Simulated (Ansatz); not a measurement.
# Two runs on Ti

System: Ti (Fm-3m, 1 atom in the cell).
Method of run A: DFT r2SCAN, scalar-relativistic, plane waves, PAW, no spin polarisation (Ansatz 0.2.0).

The structure derives from an entry of the Crystallography Open Database. Text and figures count atoms from 1; the logs count them from 0 in places.

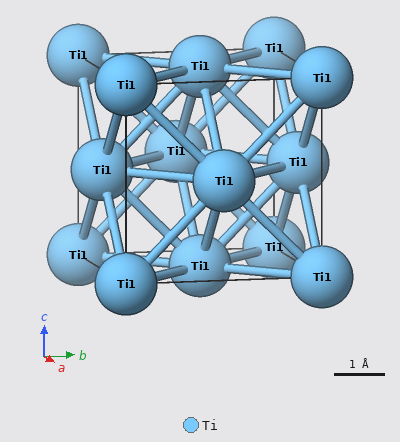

**Figure 1.** The structure (ball-and-stick view of the cell 4 times as large as that of the calculation, set on its symmetry axes, seen slightly off an axis; atoms are numbered from 1 in the order of the input). Near neighbours in the crystal (not all of them lie inside the picture): Ti has 12 Ti at 2.87 Å.

The input, run A:
```yaml
crystal:
  lattice:
    - [0.0, 2.03, 2.03]
    - [2.03, 0.0, 2.03]
    - [2.03, 2.03, 0.0]
  atoms:
    - { symbol: Ti, position: [0.0, 0.0, 0.0] }
basis:
  ecutwfc: 500
kpoints:
  mp_grid: { grid: [8, 8, 8] }
hamiltonian:
  xc: r2scan
scf:
  occupations: { method: gaussian, width: 0.1 }
output:
  forces: true
  stress: true
  eigenvalues: true
```

Launched with:
```bash
ansatz run input.yaml --threads 1 --pin off --max-ram 2560MiB --backend cpu --events-out ev --progress --plain --runs-dir out
```

Hardware: 1 thread of Intel Xeon (Sapphire Rapids), 192 GiB of memory available, shared host.

Output, shortened to warnings, some set-up lines, iterations and results (run A):
```
Basis set: ecut = 500 eV, 411 PW (Γ), exchange–correlation on 96×96×96 points (64 copies of the dense FFT grid, shifted against one another)
Symmetry: 48 space group operations
k-points: 29 of 512
Initial density: superposition of atomic densities (neutral atoms: chi_scale 0, normalization atom), corrected by the library's trained network
[...]
SCF iter   1: F=—  HF=-2504.268840 eV  |F-HF|=—  |Δ(HF+E_count)|=         —  Δρ=1.57e-2  dr2=3.85e-2  dr2_τ=9.04e-3  ethr=1.77e-3  ⟨swp⟩=4.4  Hψ=1585  notcnv=0
SCF iter   2: F=—  HF=-2504.290905 eV  |F-HF|=—  |Δ(HF+E_count)|=   2.21e-2  Δρ=4.79e-3  dr2=2.31e-3  dr2_τ=8.15e-4  ethr=3.21e-4  ⟨swp⟩=2.8  Hψ=785  notcnv=0  defer=2
SCF iter   3: F=—  HF=-2504.290659 eV  |F-HF|=—  |Δ(HF+E_count)|=   2.46e-4  Δρ=1.84e-3  dr2=2.31e-4  dr2_τ=7.05e-5  ethr=1.93e-5  ⟨swp⟩=3.0  Hψ=568  notcnv=0  defer=2
SCF iter   4: F=—  HF=-2504.291107 eV  |F-HF|=—  |Δ(HF+E_count)|=   4.49e-4  Δρ=6.37e-5  dr2=4.29e-7  dr2_τ=4.33e-7  ethr=1.93e-6  ⟨swp⟩=2.0  Hψ=431  notcnv=0  defer=2
SCF iter   5: F=—  HF=-2504.291112 eV  |F-HF|=—  |Δ(HF+E_count)|=   4.59e-6  Δρ=2.51e-5  dr2=6.42e-8  dr2_τ=7.17e-9  ethr=3.57e-9  ⟨swp⟩=2.0  Hψ=465  notcnv=0  defer=2
SCF iter   6: F=-2504.291112 eV  HF=-2504.291112 eV  |F-HF|=1.41e-9  |Δ(HF+E_count)|=   6.77e-8  Δρ=2.66e-6  dr2=2.61e-10  dr2_τ=1.15e-10  ethr=5.35e-10  ⟨swp⟩=2.3  Hψ=1058  …
SCF 1 converged in 6 iterations: F = -2504.291112 eV  dr2 = 2.61e-10
SCF converged after 6 iterations
Free energy (F): -2504.291112 eV
Harris-Foulkes:  -2504.291112 eV  (|F-HF|=1.41e-9)
Internal energy: -2504.284724 eV  (E = F + TS)
E sigma→0 (E₀):  -2504.287918 eV
Entropy (-TS):   -0.006388 eV (-6.388 meV/atom)
Fermi energy:    13.901227 eV
--- Per-component energies (eV) ---
  E_band       = -162.960524
  E_kinetic    = 273.456710
  E_local      = -788.681182  (includes V_loc(G=0)·N_el)
  E_nonlocal   = 7.378064
  E_hartree    = 324.596777
  E_xc         = -93.106558
  E_vxc        = -133.138495  (∫ρ·V_xc dr)
  E_paw        = -1056.870234  (= ΣΔE_a)
  E_vpaw       = -180.343466  (= ΣTr[D̂ρ^β])
  E_aug_tail   = 0.000075  (compensation charges beyond the density's cutoff)
  E_vtau       = 9.174176  (kinetic-family band-sum trace: ∫τ·v_τ [+ j·A + Jᵃ·Aᵃ] dr)
  E_ewald      = -1170.804918
  E_core_change = -0.253457  (= ΣΔE_core)
  E_smearing   = -0.006388  (= −TS)
  E_closure    = -0.000000  (closes the sum)
  Σ components = -2504.291112   (vs F -2504.291112, Δ=0.00e0)
--- Forces (eV/Å), atoms counted from 1 ---
  atom   1  Ti    -0.00000000     0.00000000    -0.00000000
  max |Σ_I F_I| component: 3.08e-32 eV/Å
--- Stress (GPa, compression-positive) ---
        4.549064       0.000000       0.000000
        0.000000       4.549064      -0.000000
        0.000000       0.000000       4.549064
  P = ⅓ Tr σ = 4.5491 GPa (45.491 kbar)
```

The input of run B differs as follows (lines with − go, lines with + come):
```diff
-  mp_grid: { grid: [8, 8, 8] }
+  mp_grid: { grid: [18, 18, 18] }
+  populations: true
```

Predict how the results change.

The free energy of run B is 3.1 meV per atom lower, which measures how much it depends on this numerical setting. The pressure goes from 4.55 to 4.40 GPa. The number of SCF iterations is the same. The irreducible k-points go from 29 to 195.

Output, shortened to warnings, some set-up lines, iterations and results (run B):
```
Basis set: ecut = 500 eV, 411 PW (Γ), exchange–correlation on 96×96×96 points (64 copies of the dense FFT grid, shifted against one another)
Symmetry: 48 space group operations
k-points: 195 of 5832
Initial density: superposition of atomic densities (neutral atoms: chi_scale 0, normalization atom), corrected by the library's trained network
[...]
SCF iter   1: F=—  HF=-2504.270859 eV  |F-HF|=—  |Δ(HF+E_count)|=         —  Δρ=1.51e-2  dr2=3.47e-2  dr2_τ=9.07e-3  ethr=1.77e-3  ⟨swp⟩=4.4  Hψ=10572  notcnv=0
SCF iter   2: F=—  HF=-2504.294019 eV  |F-HF|=—  |Δ(HF+E_count)|=   2.32e-2  Δρ=4.68e-3  dr2=2.28e-3  dr2_τ=7.69e-4  ethr=2.89e-4  ⟨swp⟩=2.8  Hψ=5279  notcnv=0  defer=11
SCF iter   3: F=—  HF=-2504.293716 eV  |F-HF|=—  |Δ(HF+E_count)|=   3.04e-4  Δρ=1.75e-3  dr2=1.64e-4  dr2_τ=6.90e-5  ethr=1.90e-5  ⟨swp⟩=3.0  Hψ=3817  notcnv=0  defer=11
SCF iter   4: F=—  HF=-2504.294157 eV  |F-HF|=—  |Δ(HF+E_count)|=   4.42e-4  Δρ=1.39e-4  dr2=1.40e-6  dr2_τ=4.31e-7  ethr=1.37e-6  ⟨swp⟩=2.0  Hψ=3088  notcnv=0  defer=11
SCF iter   5: F=—  HF=-2504.294163 eV  |F-HF|=—  |Δ(HF+E_count)|=   5.72e-6  Δρ=3.10e-5  dr2=8.08e-8  dr2_τ=9.08e-9  ethr=1.16e-8  ⟨swp⟩=2.3  Hψ=2900  notcnv=0  defer=11
SCF iter   6: F=-2504.294163 eV  HF=-2504.294163 eV  |F-HF|=1.24e-8  |Δ(HF+E_count)|=   1.33e-7  Δρ=7.88e-6  dr2=6.16e-9  dr2_τ=8.58e-10  ethr=6.73e-10  ⟨swp⟩=2.2  Hψ=7135  …
SCF 1 converged in 6 iterations: F = -2504.294163 eV  dr2 = 6.16e-9
SCF converged after 6 iterations
Free energy (F): -2504.294163 eV
Harris-Foulkes:  -2504.294163 eV  (|F-HF|=1.24e-8)
Internal energy: -2504.286822 eV  (E = F + TS)
E sigma→0 (E₀):  -2504.290492 eV
Entropy (-TS):   -0.007342 eV (-7.342 meV/atom)
Fermi energy:    13.849913 eV
--- Per-component energies (eV) ---
  E_band       = -162.801442
  E_kinetic    = 273.514344
  E_local      = -788.949662  (includes V_loc(G=0)·N_el)
  E_nonlocal   = 7.425716
  E_hartree    = 324.789594
  E_xc         = -93.107870
  E_vxc        = -133.152145  (∫ρ·V_xc dr)
  E_paw        = -1056.900645  (= ΣΔE_a)
  E_vpaw       = -180.398596  (= ΣTr[D̂ρ^β])
  E_aug_tail   = 0.000075  (compensation charges beyond the density's cutoff)
  E_vtau       = 9.182029  (kinetic-family band-sum trace: ∫τ·v_τ [+ j·A + Jᵃ·Aᵃ] dr)
  E_ewald      = -1170.804918
  E_core_change = -0.253457  (= ΣΔE_core)
  E_smearing   = -0.007342  (= −TS)
  E_closure    = 0.000000  (closes the sum)
  Σ components = -2504.294163   (vs F -2504.294163, Δ=0.00e0)
--- Forces (eV/Å), atoms counted from 1 ---
  atom   1  Ti    -0.00000000    -0.00000000     0.00000000
  max |Σ_I F_I| component: 4.72e-32 eV/Å
--- Stress (GPa, compression-positive) ---
        4.395483       0.000000      -0.000000
        0.000000       4.395483      -0.000000
       -0.000000       0.000000       4.395483
  P = ⅓ Tr σ = 4.3955 GPa (43.955 kbar)
--- Löwdin populations: 1 site ---
  site symbol       q [e]
     0     Ti     11.8459
  spilling = 0.012839 (of n_electrons = 12.000000)
```

The two runs side by side:

| quantity | run A | run B |
| --- | --- | --- |
| outcome | converged | converged |
| free energy per atom (eV) | −2504.2911 | −2504.2942 |
| energy per atom, smearing taken to zero (eV) | −2504.2879 | −2504.2905 |
| gap on the mesh (eV) | 0.00 | 0.00 |
| pressure (GPa) | 4.55 | 4.40 |
| largest force (eV/Å) | 0.000 | 0.000 |
| SCF iterations | 6 | 6 |
| irreducible k-points | 29 | 195 |
| plane waves at Γ | 411 | 411 |
| wall time (shared host) | 1.1 s | 5.4 s |
